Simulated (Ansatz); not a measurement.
System: AlNi, space group P4/mmm (No. 123).

Structure:
```
CELL_PARAMETERS angstrom
2.85993 0.00000 0.00000
0.00000 2.85993 0.00000
0.00000 0.00000 2.87002
ATOMIC_POSITIONS crystal
Al 0.00000 0.00000 0.00000
Ni 0.50000 0.50000 0.50000
```

One of the inputs:
```
crystal:
  lattice:
    - [2.8599321482, 0.0, 0.0]
    - [0.0, 2.8599321482, 0.0]
    - [0.0, 0.0, 2.8700173037]
  atoms:
    - { symbol: Al, position: [0.0, 0.0, 0.0] }
    - { symbol: Ni, position: [0.5, 0.5, 0.5] }
basis:
  ecutwfc: 500
kpoints:
  mp_grid: { grid: [18, 18, 18] }
hamiltonian:
  xc: r2scan
scf:
  occupations: { method: gaussian, width: 0.1 }
output:
  forces: true
  stress: true
  eigenvalues: true
```

Launched with:
```bash
ansatz run input.yaml --threads 1 --pin off --max-ram 2560MiB --backend cpu --events-out ev --progress --plain --runs-dir out
```

Method: energy, stress and cell of a relaxed crystal along a series of strains, atoms and what the cell freedom names relaxed within the symmetry; stress is positive in compression; plane waves with PAW datasets, Γ-centred k mesh; energies extrapolated to zero smearing (Ansatz 0.2.0). Level: r2SCAN, no spin polarisation.

- wave cutoff: 500 eV
- k mesh: 18×18×18
- occupations: Gaussian
- smearing width: 0.1 eV
- strain kind: stretch along c with a and b held
- cell freedom: cell held, only c stretched

Predict the energy change and stress zz against strain. The strain takes the values −3, −2, −1, 0, 1, 2, 3 %.

The energy rises on both sides of the starting structure, which is therefore a minimum along this path. The energy change is 7.68 meV/atom at strain −3 % and 7.13 meV/atom at 3 %; the lowest computed point is at strain 0 % (0.00 meV/atom). The stress zz falls from 7.69 GPa at strain −3 % to −6.26 GPa at 3 %, and changes sign near 0 %. The solid is metallic at every point.

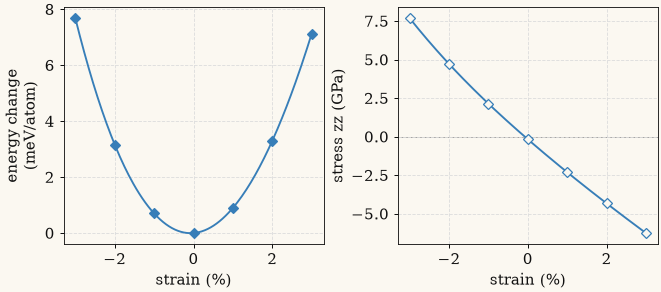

Note: given cell holds a small stress on this mesh; no spin polarisation, a magnetic state may lie lower.
